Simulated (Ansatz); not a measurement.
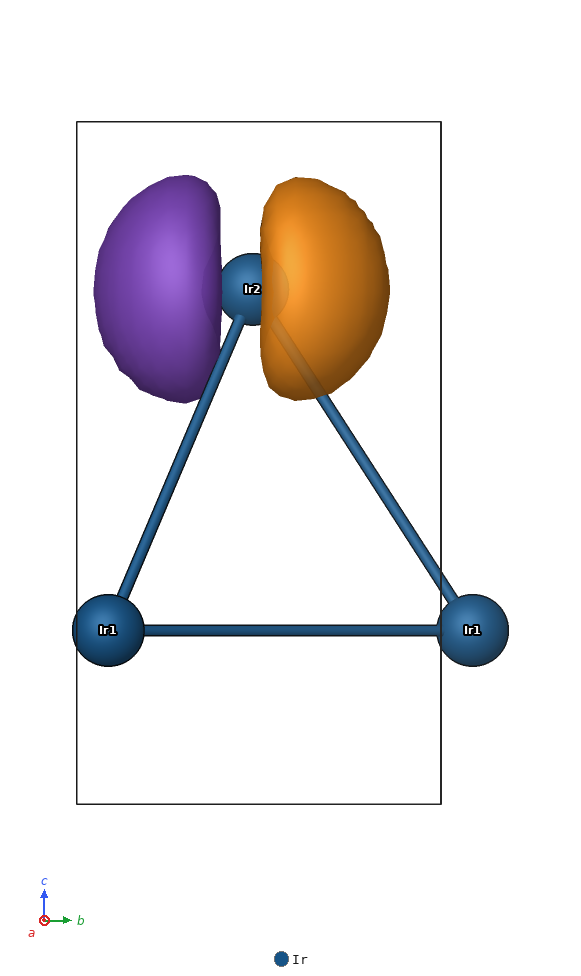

Ir: one atom of the 2-atom cell (and its periodic copies) was moved a little. Density after less density before, orange at +0.6 and purple at −0.6 e/Å³, seen along the a axis; cell a = 2.75 Å, b = 2.75 Å, c = 4.46 Å, α = 90.00°, β = 90.00°, γ = 120.00°. The lobes lie largely inside the PAW sphere, where the density is a smoothed one.

Space group P6_3/mmc. This isn't the usual form at ambient conditions. The cell comes from a database of computed structures, not from a measurement.

Method: DFT PBE, scalar-relativistic, plane waves, PAW (Ansatz 0.2.0).

Q: Which atom moved, and which way?

A: Ir2 moved towards the orange lobe, to the right in the picture. In the run the shift was 0.15 Å along [1 2 0] in the axes of the cell drawn.

Q: How much does the computed force on the atom change?

A: The force on it changes by 0.73 eV/Å along the move, against it: a stiffness of about 4.9 eV/Å² for this sublattice shift.

Run times: 21 s (moved atom) and 14 s (base cell), on 1 thread of Arm Neoverse V2 (shared host).
